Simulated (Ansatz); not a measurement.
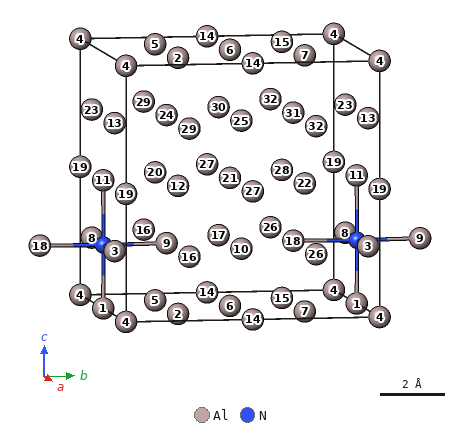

A defect cell of composition Al$_{32}$N, before the relaxation. A ball-and-stick model of the cell of the calculation, seen slightly off an axis.

It is an interstitial N in fcc Al. The run prepares an end point of a later path (interstitial hop) calculation, from a guessed geometry.

Computed with Ansatz 0.2.0, DFT LDA, scalar-relativistic, plane waves, PAW.

The input:
```yaml
crystal:
  lattice:
    - [8.1, 0.0, 0.0]
    - [0.0, 8.1, 0.0]
    - [0.0, 0.0, 8.1]
  atoms:
    - { symbol: Al, position: [0.5, 0.0, 0.0] }
    - { symbol: Al, position: [0.75, 0.25, 0.0] }
    - { symbol: Al, position: [0.75, 0.0, 0.25] }
    - { symbol: Al, position: [0.0, 0.0, 0.0] }
    - { symbol: Al, position: [0.25, 0.25, 0.0] }
    - { symbol: Al, position: [0.5, 0.5, 0.0] }
    - { symbol: Al, position: [0.75, 0.75, 0.0] }
    - { symbol: Al, position: [0.25, 0.0, 0.25] }
    - { symbol: Al, position: [0.5, 0.25, 0.25] }
    - { symbol: Al, position: [0.75, 0.5, 0.25] }
    - { symbol: Al, position: [0.5, 0.0, 0.5] }
    - { symbol: Al, position: [0.75, 0.25, 0.5] }
    - { symbol: Al, position: [0.75, 0.0, 0.75] }
    - { symbol: Al, position: [0.0, 0.5, 0.0] }
    - { symbol: Al, position: [0.25, 0.75, 0.0] }
    - { symbol: Al, position: [0.0, 0.25, 0.25] }
    - { symbol: Al, position: [0.25, 0.5, 0.25] }
    - { symbol: Al, position: [0.5, 0.75, 0.25] }
    - { symbol: Al, position: [0.0, 0.0, 0.5] }
    - { symbol: Al, position: [0.25, 0.25, 0.5] }
    - { symbol: Al, position: [0.5, 0.5, 0.5] }
    - { symbol: Al, position: [0.75, 0.75, 0.5] }
    - { symbol: Al, position: [0.25, 0.0, 0.75] }
    - { symbol: Al, position: [0.5, 0.25, 0.75] }
    - { symbol: Al, position: [0.75, 0.5, 0.75] }
    - { symbol: Al, position: [0.0, 0.75, 0.25] }
    - { symbol: Al, position: [0.0, 0.5, 0.5] }
    - { symbol: Al, position: [0.25, 0.75, 0.5] }
    - { symbol: Al, position: [0.0, 0.25, 0.75] }
    - { symbol: Al, position: [0.25, 0.5, 0.75] }
    - { symbol: Al, position: [0.5, 0.75, 0.75] }
    - { symbol: Al, position: [0.0, 0.75, 0.75] }
    - { symbol: "N", position: [0.49851338, 0.00123262, 0.24700783] }
basis:
  ecutwfc: 420.0
kpoints:
  mp_grid: { grid: [3, 3, 3] }
hamiltonian:
  xc: lda
scf:
  occupations: { method: gaussian, width: 0.15 }
  lower_state_search: "off"
relax:
  f_tol: 0.03
  max_steps: 60
  adjacent_minimum: "off"
```

Launched with:
```bash
ansatz run input.yaml --threads 4 --pin off --max-ram 10240MiB --backend cpu --events-out ev --progress --plain --runs-dir out
```

Question: Where does the relaxation end?

Answer: The largest move is that of Al1, 0.034 Å along −c. Largest moves by element: Al 0.034 Å, N 0.025 Å. The lattice vectors keep their values. Some distances before and after: Al1–N33 2.001 → 2.056 Å, Al8–N33 2.013 → 2.057 Å, Al9–N33 2.015 → 2.057 Å, Al18–N33 2.035 → 2.058 Å. Over 3 geometry steps the energy falls by 44.9 meV per cell of the calculation. The largest force component goes from 0.4 to 0.0018 eV/Å. Cost: 25 s on 4 threads of Intel(R) Xeon(R) Platinum 8488C (Sapphire Rapids) (shared host), peak memory 1.4 GiB.

The structure at the end:

```
CELL_PARAMETERS angstrom
8.10000 0.00000 0.00000
0.00000 8.10000 0.00000
0.00000 0.00000 8.10000
ATOMIC_POSITIONS crystal
Al 0.49996 0.00004 0.99578
Al 0.75105 0.25109 0.99889
Al 0.75391 0.00003 0.24992
Al 0.99997 0.00002 0.99785
Al 0.24887 0.25113 0.99885
Al 0.49997 0.50003 0.99785
Al 0.75102 0.74898 0.99892
Al 0.24589 0.00004 0.24992
Al 0.49996 0.25409 0.24992
Al 0.75204 0.50003 0.24995
Al 0.49996 0.00003 0.50382
Al 0.75097 0.25100 0.50095
Al 0.75204 0.00002 0.74994
Al 0.99995 0.50004 0.00021
Al 0.24890 0.74894 0.99888
Al 0.99997 0.25211 0.24995
Al 0.24789 0.50003 0.24995
Al 0.49996 0.74607 0.24992
Al 0.99997 0.00002 0.50200
Al 0.24895 0.25104 0.50099
Al 0.49997 0.50003 0.50200
Al 0.75094 0.74906 0.50092
Al 0.24789 0.00002 0.74994
Al 0.49997 0.25211 0.74994
Al 0.74970 0.50004 0.74991
Al 0.99997 0.74796 0.24995
Al 0.99995 0.50004 0.49967
Al 0.24899 0.74902 0.50096
Al 0.99995 0.24976 0.74990
Al 0.25024 0.50004 0.74990
Al 0.49997 0.74796 0.74994
Al 0.99995 0.75030 0.74991
N 0.49983 0.00014 0.24964
```

Limits of the set-up: the cell has an odd number of electrons but was run without spin polarisation; the periodic images lie only 8.1 Å apart, so the values are limited by the cell's size.
